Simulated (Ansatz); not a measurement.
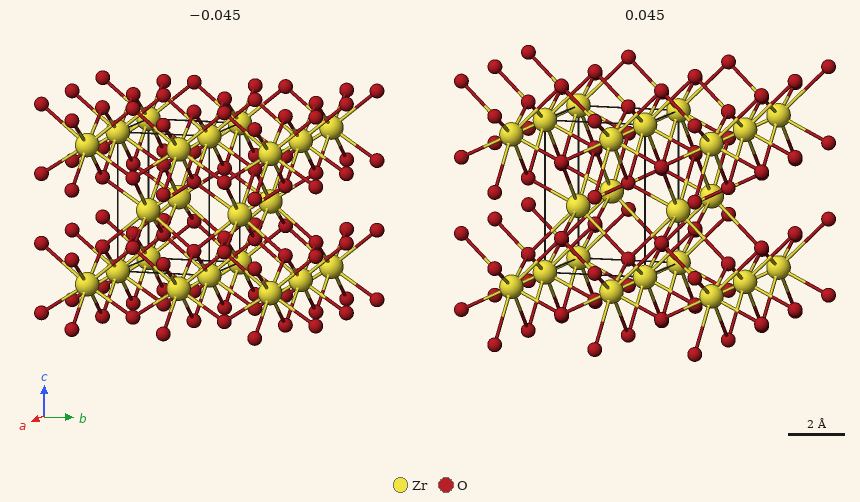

A crystal of ZrO2 (set up in P4_2/nmc), under equal strain along all axes (cell held, atoms relaxed), with energies (extrapolated to zero smearing) counted from the relaxed crystal, which is the row at zero. The picture shows the first and the last member. The picture is a ball-and-stick view of the cell of the calculation, repeated 2 × 2 × 1 with one cell outlined, seen slightly off an axis.

Computed with Ansatz 0.2.0: DFT PBE, scalar-relativistic, plane waves, PAW. Settings: plane-wave cutoff 420 eV; k-point mesh 6 × 6 × 4; occupations gaussian; smearing width 0.02 eV; no spin polarisation; atoms relaxed in a fixed cell; force threshold 0.008 eV/Å.

```tsv
strain	energy (meV/atom)	a (Å)	c (Å)	band gap (eV)
−0.045	135.31	3.458	5.045	4.06
−0.03	56.70	3.512	5.124	4.09
−0.015	13.43	3.567	5.203	4.13
0.0	0.00	3.621	5.282	4.03
0.015	?	?	?	?
0.03	44.77	3.730	5.441	3.73
0.045	95.41	3.784	5.520	3.58
```

Question: One row is withheld. What does the calculation give there?

Answer: A parabola through three neighbouring rows (−0.015, 0.0, 0.03) gives, with Lagrange weights, (−0.3333)(13.43) + (1.0000)(0.00) + (0.3333)(44.77) = 10.45 meV/atom. The calculation gives 11.83 meV/atom (a = 3.675 Å, c = 5.362 Å). The estimate is 1.38 meV/atom too low. For the gap a parabola through the rows −0.015, 0.0, 0.03 gives 3.90 eV, and the calculation 3.88 eV (semilocal gaps, lower than measured ones as a rule). From the first member to the last: O–Zr 2.227 → 2.642 Å, Zr–Zr 3.458 → 3.784 Å, O–Zr 2.059 → 2.102 Å.

The whole series:

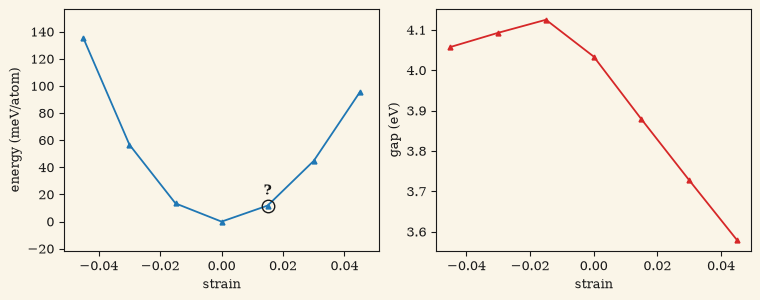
